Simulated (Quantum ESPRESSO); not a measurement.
# SrO (Fm-3m): phonons by linear response, part 2 of 4

How does SrO (Fm-3m) vibrate, and is this structure a minimum?

Quantum ESPRESSO 7.5; DFT LDA, scalar-relativistic, plane waves, PseudoDojo norm-conserving pseudopotentials.

So far. Step 2 (A first look): A gap of 3.2 eV opens on this mesh, so the crystal is taken as an insulator; the start stands at -4.0 GPa. Step 4 (Ground state): The cell stands at 0.002 GPa, close enough for phonons.

The database entry behind the starting cell differs from later determinations by our own check (about 0.5 % short), so it need not match the best structure at ambient conditions.

## Step 5: Linear response on the mesh

Linear response treats each wavevector in the unit cell, with no supercell; the 4×4×4 mesh fixes the range of the force constants to be had.

File ph.in:

```
phonons
 &inputph
    prefix='x',
    outdir='./tmp',
    fildyn='x.dyn',
    tr2_ph=1.0d-18,
    epsil=.true.,
    ldisp=.true.,
    nq1=4,
    nq2=4,
    nq3=4,
 /
```

Started as:

```sh
$ OMP_NUM_THREADS=1 mpirun -n 4 ph.x -nk 4 -in ph.in > ph.out
```

Numbers of over 12 decimals in the logs are rounded to 6 here.

The program printed:

```text
[banners, grids, parts of the stress and lines that vanish by symmetry left out]
[banner, memory and clock lines left out]
Program PHONON v.7.5

[...]
Exchange-correlation= PW
                           (   1   4   0   0   0   0   0)
[...]
(   8 q-points):
[...]
kinetic-energy cut-off    =      92.0000  Ry
     charge density cut-off    =     368.0000  Ry
     convergence threshold     =      1.0E-18
[...]
Exchange-correlation= PW
                           (   1   4   0   0   0   0   0)
[...]
q = (   0.0000000   0.0000000   0.0000000 )
     49 Sym.Ops. (with q -> -q+G )
     G cutoff =  852.6195  (  26229 G-vectors)     FFT grid: ( 45, 45, 45)
     number of k points=    29
[...]
Mode symmetry, O_h (m-3m)  point group:
[...]
Dielectric constant
[...]
End of electric fields calculation
          Dielectric constant in cartesian axis
          (       3.862306682       0.000000000       0.000000000 )
          (      -0.000000000       3.862306682       0.000000000 )
          (       0.000000000      -0.000000000       3.862306682 )
          Effective charges (d Force / dE) in cartesian axis without acoustic sum rule applied (asr)
           atom    1  Sr    Mean Z*:        2.47556
      Ex  (        2.47556        0.00000       -0.00000 )
      Ey  (        0.00000        2.47556       -0.00000 )
      Ez  (       -0.00000       -0.00000        2.47556 )
           atom    2  O     Mean Z*:       -2.47586
      Ex  (       -2.47586       -0.00000        0.00000 )
      Ey  (        0.00000       -2.47586       -0.00000 )
      Ez  (        0.00000       -0.00000       -2.47586 )
          Effective charges Sum: Mean:       -0.00030
[...]
Effective charges (d Force / dE) in cartesian axis with asr applied:
           atom    1  Sr    Mean Z*:        2.47571
[...]
atom    2  O     Mean Z*:       -2.47571
[...]
Representation #   1 modes #   1   2   3
[...]
End of self-consistent calculation
     Convergence has been achieved
     Representation #   2 modes #   4   5   6
[...]
End of self-consistent calculation
     Convergence has been achieved
[...]
Dielectric constant in cartesian axis
          (       3.862306682       0.000000000       0.000000000 )
          (      -0.000000000       3.862306682       0.000000000 )
          (       0.000000000      -0.000000000       3.862306682 )
          Effective charges (d Force / dE) in cartesian axis without acoustic sum rule applied (asr)
           atom    1  Sr    Mean Z*:        2.47556
      Ex  (        2.47556        0.00000       -0.00000 )
      Ey  (        0.00000        2.47556       -0.00000 )
      Ez  (       -0.00000       -0.00000        2.47556 )
           atom    2  O     Mean Z*:       -2.47586
      Ex  (       -2.47586       -0.00000        0.00000 )
      Ey  (        0.00000       -2.47586       -0.00000 )
      Ez  (        0.00000       -0.00000       -2.47586 )
          Effective charges Sum: Mean:       -0.00030
[...]
Effective charges (d Force / dE) in cartesian axis with asr applied:
           atom    1  Sr    Mean Z*:        2.47571
[...]
atom    2  O     Mean Z*:       -2.47571
[...]
Effective charges (d P / du) in cartesian axis
[...]
q = (    0.000000000   0.000000000   0.000000000 )
[...]
freq (    1) =       0.021705 [THz] =       0.723996 [cm-1]
     freq (    2) =       0.021705 [THz] =       0.723996 [cm-1]
     freq (    3) =       0.021705 [THz] =       0.723996 [cm-1]
     freq (    4) =       6.496406 [THz] =     216.696787 [cm-1]
     freq (    5) =       6.496406 [THz] =     216.696787 [cm-1]
     freq (    6) =       6.496406 [THz] =     216.696787 [cm-1]
[...]
Mode symmetry, O_h (m-3m)  point group:
     freq (   1-   3) =          0.7  [cm-1]   --> T_1u G_15  G_4- I
     freq (   4-   6) =        216.7  [cm-1]   --> T_1u G_15  G_4- I
[...]
Mode symmetry, C_3v (3m)   point group:
[...]
Representation #   1 mode #   1
[...]
End of self-consistent calculation
     Convergence has been achieved
     Representation #   2 mode #   2
[...]
End of self-consistent calculation
     Convergence has been achieved
     Representation #   3 modes #   3   4
[...]
Convergence has been achieved
     Representation #   4 modes #   5   6
[...]
Convergence has been achieved
[...]
q = (   -0.250000000   0.250000000  -0.250000000 )
[...]
freq (    1) =       2.541433 [THz] =      84.773092 [cm-1]
     freq (    2) =       2.541433 [THz] =      84.773092 [cm-1]
     freq (    3) =       4.682784 [THz] =     156.200849 [cm-1]
     freq (    4) =       7.632939 [THz] =     254.607449 [cm-1]
     freq (    5) =       7.632939 [THz] =     254.607449 [cm-1]
     freq (    6) =      13.804601 [THz] =     460.471920 [cm-1]
[...]
Mode symmetry, C_3v (3m)   point group:
     freq (   1-   2) =         84.8  [cm-1]   --> E    L_3
     freq (   3-   3) =        156.2  [cm-1]   --> A_1  L_1
     freq (   4-   5) =        254.6  [cm-1]   --> E    L_3
     freq (   6-   6) =        460.5  [cm-1]   --> A_1  L_1
[...]
Mode symmetry, D_3d (-3m)  point group:
[...]
Representation #   1 mode #   1
[...]
Convergence has been achieved
     Representation #   2 modes #   2   3
[...]
Convergence has been achieved
     Representation #   3 mode #   4
[...]
Convergence has been achieved
     Representation #   4 modes #   5   6
[...]
Convergence has been achieved
[...]
q = (    0.500000000  -0.500000000   0.500000000 )
[...]
freq (    1) =       3.332060 [THz] =     111.145556 [cm-1]
     freq (    2) =       3.332060 [THz] =     111.145556 [cm-1]
[...]
Mode symmetry, D_3d (-3m)  point group:
     freq (   1-   2) =        111.1  [cm-1]   --> E_g  L_3
     freq (   3-   3) =        235.1  [cm-1]   --> A_1g L_1
     freq (   4-   5) =        287.0  [cm-1]   --> E_u  L_3'
     freq (   6-   6) =        438.5  [cm-1]   --> A_2u L_2'
[...]
Mode symmetry, C_4v (4mm)  point group:
[...]
Convergence has been achieved
[...]
Convergence has been achieved
[...]
Convergence has been achieved
[...]
Convergence has been achieved
[...]
q = (    0.000000000   0.500000000   0.000000000 )
[...]
Mode symmetry, C_4v (4mm)  point group:
     freq (   1-   2) =         91.6  [cm-1]   --> E    G_5 D_5
     freq (   3-   3) =        163.4  [cm-1]   --> A_1  G_1 D_1
     freq (   4-   5) =        238.5  [cm-1]   --> E    G_5 D_5
     freq (   6-   6) =        418.0  [cm-1]   --> A_1  G_1 D_1
[...]
Mode symmetry, C_s (m)     point group:
[...]
q = (    0.750000000  -0.250000000   0.750000000 )
[...]
Mode symmetry, C_s (m)     point group:
     freq (   1-   1) =        120.9  [cm-1]   --> A''
     freq (   2-   2) =        144.9  [cm-1]   --> A'
     freq (   3-   3) =        201.0  [cm-1]   --> A'
     freq (   4-   4) =        265.9  [cm-1]   --> A''
     freq (   5-   5) =        286.3  [cm-1]   --> A'
     freq (   6-   6) =        376.9  [cm-1]   --> A'
[...]
Mode symmetry, C_2v (mm2)  point group:
[...]
q = (    0.500000000   0.000000000   0.500000000 )
[...]
Mode symmetry, C_2v (mm2)  point group:
     freq (   1-   1) =        110.9  [cm-1]   --> B_1  D_3  S_3
     freq (   2-   2) =        140.6  [cm-1]   --> B_2  D_4  S_4
     freq (   3-   3) =        194.9  [cm-1]   --> A_1  D_1  S_1
     freq (   4-   4) =        268.5  [cm-1]   --> B_2  D_4  S_4
     freq (   5-   5) =        281.7  [cm-1]   --> B_1  D_3  S_3
     freq (   6-   6) =        415.1  [cm-1]   --> A_1  D_1  S_1
[...]
Mode symmetry, D_4h(4/mmm) point group:
[...]
Convergence has been achieved
[...]
Convergence has been achieved
[...]
Convergence has been achieved
[...]
Convergence has been achieved
[...]
q = (    0.000000000  -1.000000000   0.000000000 )
[...]
freq (    5) =       7.303801 [THz] =     243.628567 [cm-1]
     freq (    6) =       9.347606 [THz] =     311.802557 [cm-1]
[...]
Mode symmetry, D_4h(4/mmm) point group:
     freq (   1-   2) =        126.3  [cm-1]   --> E_u  X_5' M_5'
     freq (   3-   3) =        198.3  [cm-1]   --> A_2u X_4' M_4'
     freq (   4-   5) =        243.6  [cm-1]   --> E_u  X_5' M_5'
     freq (   6-   6) =        311.8  [cm-1]   --> A_2u X_4' M_4'
[...]
Mode symmetry, D_2d (-42m) point group:
[...]
Representation #   1 mode #   1
[...]
Convergence has been achieved
     Representation #   2 mode #   2
[...]
Convergence has been achieved
     Representation #   3 modes #   3   4
[...]
End of self-consistent calculation
     Convergence has been achieved
     Representation #   4 modes #   5   6
[...]
End of self-consistent calculation
     Convergence has been achieved
[...]
q = (   -0.500000000  -1.000000000   0.000000000 )
[...]
freq (    1) =       4.549778 [THz] =     151.764267 [cm-1]
     freq (    2) =       5.146250 [THz] =     171.660432 [cm-1]
     freq (    3) =       5.146250 [THz] =     171.660432 [cm-1]
     freq (    4) =       8.530403 [THz] =     284.543611 [cm-1]
     freq (    5) =       8.530403 [THz] =     284.543611 [cm-1]
     freq (    6) =       9.833552 [THz] =     328.011983 [cm-1]
[...]
Mode symmetry, D_2d (-42m) point group:
     freq (   1-   1) =        151.8  [cm-1]   --> A_1  X_1  W_1
     freq (   2-   3) =        171.7  [cm-1]   --> E    X_5  W_3
     freq (   4-   5) =        284.5  [cm-1]   --> E    X_5  W_3
     freq (   6-   6) =        328.0  [cm-1]   --> B_2  X_3  W_2
```

Elapsed: 50 min, on 4 MPI ranks of Arm Neoverse V1, shared host; 3.3 h of CPU time.

Read from the output:

| Item | Value |
| --- | --- |
| miss of the charge sum rule | 3.00e-4 e |
| largest acoustic frequency at the zone centre before the sum rule | 0.72 cm⁻¹ |
| highest optical zone-centre mode (no LO-TO term) | 216.7 cm⁻¹ |
| lowest optical zone-centre mode | 216.7 cm⁻¹ |
| mean high-frequency dielectric constant | 3.862 |
| largest Born charge in size (third of the trace) | 2.476 e |
| lowest mode on the q mesh (acoustic ones at the zone centre apart) | 84.77 cm⁻¹ |

Frequencies (cm⁻¹) at each irreducible wavevector; negative means imaginary. Frequencies by wavevector:

```
  q (fractions)  star  mode 1  mode 2  mode 3  mode 4  mode 5  mode 6
          0 0 0     1    0.72    0.72    0.72   216.7   216.7   216.7
       0 0 0.25     8   84.77   84.77   156.2   254.6   254.6   460.5
       0 0 -0.5     4   111.2   111.2   235.1     287     287   438.5
    0 0.25 0.25     6   91.57   91.57   163.4   238.5   238.5     418
    0 0.25 -0.5    24   120.9   144.9     201   265.9   286.3   376.9
   0 0.25 -0.25    12   110.9   140.6   194.9   268.5   281.7   415.1
    0 -0.5 -0.5     3   126.3   126.3   198.3   243.6   243.6   311.8
0.25 -0.5 -0.25     6   151.8   171.7   171.7   284.5   284.5     328
```

Born charge (rows field, columns displacement), before the sum rule (e), principal values of the symmetric part by kind of site:

```csv
atom,atoms with these values,low,middle,high,mean
Sr1,1,2.48,2.48,2.48,2.48
O2,1,-2.48,-2.48,-2.48,-2.48
```

In full for Sr1:

```
2.48 0.00 0.00
0.00 2.48 0.00
0.00 0.00 2.48
```

High-frequency dielectric tensor:

```
3.86 0.00 0.00
0.00 3.86 0.00
0.00 0.00 3.86
```

The acoustic modes at Γ come out as far as 0.7 cm⁻¹ from zero, where they should vanish, a small numerical error; the Born charges miss their sum rule by 3.0e-4 e, which is good.

## Step 6: Fourier transform to real space

The dynamical matrices of the mesh are Fourier-transformed to force constants in real space, after the long-range dipole part is taken out.

File q2r.in:

```
 &input
    fildyn='x.dyn',
    zasr='simple',
    flfrc='x.fc',
 /
```

Started as:

```sh
$ q2r.x < q2r.in > q2r.out
```

The program printed:

```text
[banners, grids, parts of the stress and lines that vanish by symmetry left out]
[banner, memory and clock lines left out]
Program Q2R v.7.5

  reading grid info from file x.dyn0

  reading force constants from file x.dyn1
 macroscopic fields = T
   3.86231  -0.00000   0.00000
   0.00000   3.86231  -0.00000
[...]
na=            1
[...]
na=            2
[...]
0.00000  -2.47586  -0.00000
   0.00000  -0.00000  -2.47586
  alpha Ewald:    2.316901
  nqs=            1
 q=   0.00000000  0.00000000  0.00000000
  reading force constants from file x.dyn2
  alpha Ewald:    2.316901
  nqs=            8
 q=  -0.25000000  0.25000000 -0.25000000
[...]
reading force constants from file x.dyn7
  alpha Ewald:    2.316901
  nqs=            3
[...]
reading force constants from file x.dyn8
  alpha Ewald:    2.316901
  nqs=            6
[...]
q=  -1.00000000 -0.50000000  0.00000000
 q=   0.00000000 -0.50000000 -1.00000000

      q-space grid ok, #points =   64

      fft-check success (sum of imaginary terms < 10^-12)
```

The job ended after 0.48 s (1 thread).

## Step 7: Interpolated phonon bands

From the force constants any wavevector is cheap; points of the mesh come back as solved, but for the sum rule and, in polar crystals, the LO-TO term at Γ; the rest is interpolation.

File matdyn.in:

```
 &input
    asr='simple',
    flfrc='x.fc',
    flfrq='x.freq',
    flvec='x.modes',
    q_in_band_form=.true.,
    q_in_cryst_coord=.true.,
 /
8
  0.0000000   0.0000000   0.0000000  12  ! GAMMA
  0.0000000   0.5000000   0.5000000  12  ! X
  0.0000000   0.6250000   0.3750000   1  ! U
 -0.3750000   0.3750000  -0.0000000  12  ! K
  0.0000000   0.0000000   0.0000000  12  ! GAMMA
  0.0000000   0.5000000  -0.0000000  12  ! L
 -0.2500000   0.5000000   0.2500000  12  ! W
  0.0000000   0.5000000   0.5000000   1  ! X
```

Started as:

```sh
$ matdyn.x -in matdyn.in > matdyn.out
```

The program printed:

```text
[banner, memory and clock lines left out]
Program MATDYN v.7.5

 mass for atomic type   1 not given; uses mass from file x.fc
 mass for atomic type   2 not given; uses mass from file x.fc
```

Run time: 0.49 s. Hardware: 1 thread.

Read from the output:

| Item | Value |
| --- | --- |
| lowest frequency on the path | 0 cm⁻¹ |

Matdyn.x, sum rule simple. Phonon branches along the path, in cm⁻¹:

```
    point  branch 1  branch 2  branch 3  branch 4  branch 5  branch 6
        Γ         0         0         0       217       217       474
        X       126       126       198       244       244       312
        U       127       173       184       265       300       334
jump to K       127       173       184       265       300       334
        Γ         0         0         0       217       217       474
        L       111       111       235       287       287       438
        W       152       172       172       284       284       328
        X       126       126       198       244       244       312
```

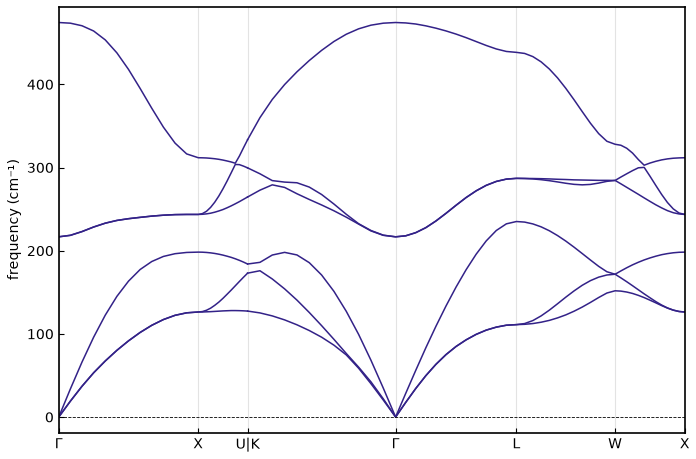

Phonon branches along the path.

All branches are real along the path.

## Step 8: Density of states

Sums over the zone need many more wavevectors than were solved, so the interpolation is sampled on a dense mesh.

File matdyn.in:

```
 &input
    asr='simple',
    flfrc='x.fc',
    dos=.true.,
    fldos='x.dos',
    nk1=15,
    nk2=15,
    nk3=15,
    deltaE=1.0,
 /
```

Started as:

```sh
$ matdyn.x -in matdyn.in > matdyn.out
```

The program printed:

```text
[banner, memory and clock lines left out]
Program MATDYN v.7.5

 mass for atomic type   1 not given; uses mass from file x.fc
 mass for atomic type   2 not given; uses mass from file x.fc
```

Wall time 4.3 s (1 thread).

This step gave:

```yaml
share_of_modes_beyond_3i_cm_minus1_on_the_dense_interpolated_mesh: 0
zero_point_energy_per_atom: 42.27 meV
heat_capacity_at_300_k: 22.31 J/(mol atoms K)
vibrational_entropy_at_300_k: 26.81 J/(mol atoms K)
```

The phonon density of states has structure finer than the step of the table below, so its rows give means over 25 cm⁻¹, whole bins alone (the curve runs from 0 to 474 cm⁻¹). Peaks (cm⁻¹: height): total 126.0: 0.0439, 192.0: 0.0451, 285.0: 0.0709, 435.0: 0.00941; O 285.0: 0.0707, 435.0: 0.0089; Sr 126.0: 0.0428, 192.0: 0.0439.

Tetrahedra. Phonon density of states against wavenumber; means over each step; values in 1/cm⁻¹/cell:

```csv
wavenumber (cm⁻¹),total,O,Sr
25,2.8e-4,3.9e-5,2.4e-4
50,0.00169,2.0e-4,0.00150
75,0.00560,4.5e-4,0.00515
100,0.0188,7.2e-4,0.0180
125,0.0375,8.5e-4,0.0367
150,0.0178,4.3e-4,0.0174
175,0.0109,4.6e-4,0.0104
200,0.0234,5.7e-4,0.0228
225,0.00711,0.00268,0.00443
250,0.0231,0.0218,0.00128
275,0.0473,0.0468,5.5e-4
300,0.00714,0.00712,2.1e-5
325,0.00405,0.00400,5.6e-5
350,0.00542,0.00534,7.6e-5
375,0.00650,0.00637,1.2e-4
400,0.00774,0.00751,2.2e-4
425,0.00891,0.00850,4.1e-4
450,0.00583,0.00528,5.5e-4
```

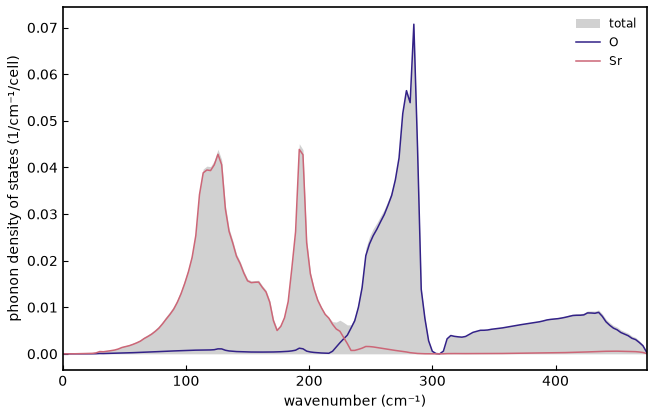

Phonon density of states, plotted against wavenumber.

Harmonic thermodynamic functions per atom, summed over the density of states scaled to three modes an atom; melting is ignored. Thermodynamic functions:

| T (K) | F_vib (meV/atom) | S (J/mol-atom/K) | C_V (J/mol-atom/K) |
| --- | --- | --- | --- |
| 0 | 42.27 | 0 | 0 |
| 50 | 42.07 | 1.603 | 4.242 |
| 100 | 39.89 | 7.054 | 12.01 |
| 200 | 26.58 | 18.24 | 19.71 |
| 300 | 3.03 | 26.81 | 22.31 |
| 400 | -28.3 | 33.39 | 23.39 |
| 500 | -65.74 | 38.68 | 23.93 |
| 600 | -108.2 | 43.07 | 24.23 |
| 700 | -154.8 | 46.82 | 24.41 |
| 800 | -205.1 | 50.09 | 24.54 |
| 900 | -258.5 | 52.98 | 24.62 |
| 1000 | -314.8 | 55.58 | 24.68 |

At 300 K the heat capacity has reached 89 % of the Dulong-Petit value.

## Step 9: Modes with the sum rule

A rigid shift of the crystal must cost nothing, but grids and finite bases break this; the acoustic sum rule is imposed before the matrix is diagonalised again. With Born charges the intensities follow, and the static dielectric tensor.

File dynmat.in:

```
 &input
    fildyn='x.dyn1',
    asr='simple',
    fileig='dynmat.eig',
    lperm=.true.,
 /
```

Started as:

```sh
$ dynmat.x -in dynmat.in > dynmat.out
```

The program printed:

```text
[banner, memory and clock lines left out]
Program DYNMAT v.7.5

     Reading Dynamical Matrix from file x.dyn1
     ...Force constants read
     ...epsilon and Z* read
     A direction for q was not specified:TO-LO splitting will be absent

     Polarizability (A^3 units)
     multiply by 0.511744 for Clausius-Mossotti correction
         7.381599   -0.000000    0.000000
         0.000000    7.381599   -0.000000
         0.000000    0.000000    7.381599

     IR activities are in (D/A)^2/amu units

# mode   [cm-1]    [THz]      IR
    1      0.00    0.0000    0.0000
    2      0.00    0.0000    0.0000
    3      0.00    0.0000    0.0000
    4    216.69    6.4961   10.4523
    5    216.69    6.4961   10.4523
    6    216.69    6.4961   10.4523

Electronic dielectric permittivity tensor (relative, adimensional)
         3.862307   -0.000000    0.000000
         0.000000    3.862307   -0.000000
         0.000000    0.000000    3.862307

 ... with zone-center polar mode contributions
        18.512742    0.000000    0.000000
         0.000000   18.512742    0.000000
         0.000000    0.000000   18.512742
```

Wall time 0.46 s (1 thread).

This step gave:

| Quantity | Value |
| --- | --- |
| mean static dielectric constant | 18.51 |

Unit eigenvectors of the mass-weighted matrix after the sum rule; no LO-TO term. The modes at Γ (shares of kinetic energy by element, %):

```
mode  frequency (cm⁻¹)  symmetry  Sr %  O %
   1               0.0  acoustic    85   15
   2               0.0  acoustic    85   15
   3               0.0  acoustic    85   15
   4             216.7       T1u    15   85
   5             216.7       T1u    15   85
   6             216.7       T1u    15   85
```

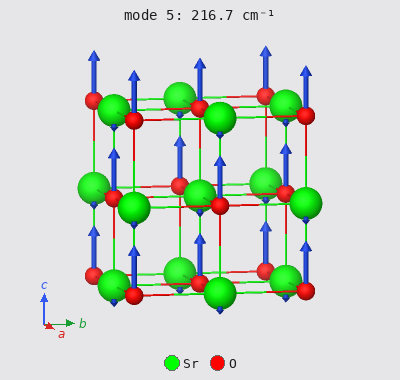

Displacement patterns of mode 5 at Γ; arrows are exaggerated. Some periodic images of atoms are drawn too.

Degenerate modes summed, no LO-TO term. Lines of the infrared spectrum (strongest = 100):

| position (cm⁻¹) | lines merged | label | IR intensity, relative |
| --- | --- | --- | --- |
| 217 | 3 | T1u | 100 |

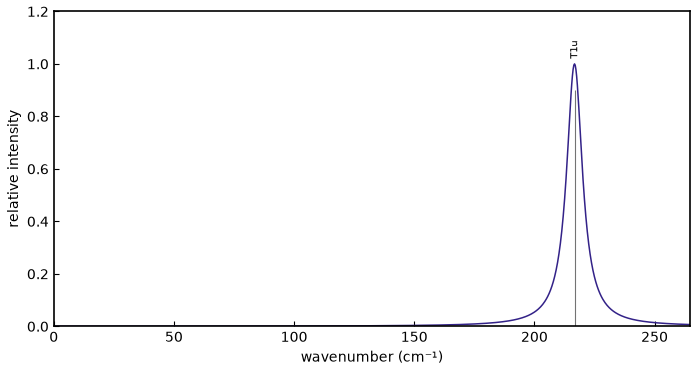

The infrared spectrum, broadened with Lorentzians of width 8 cm⁻¹; bars mark the lines.

Static dielectric tensor (ions relaxed, fixed cell):

```
18.51  0.00  0.00
 0.00 18.51  0.00
 0.00  0.00 18.51
```

The rule moves no optical mode by more than 0.1 cm⁻¹.

(Continued in part 3 of 4.)

[Host names and launcher messages were left out of these logs when they were recorded.]

[Logs are printed without paths, hosts, clocks, repeated set-up lines and the standing remarks that a program may print on its own settings, such as how far it seeks lower states.]

[Hosts, paths, dates, database ids (printed as entryN), source tags and the programs' standing remarks are cut or masked in the printed files.]
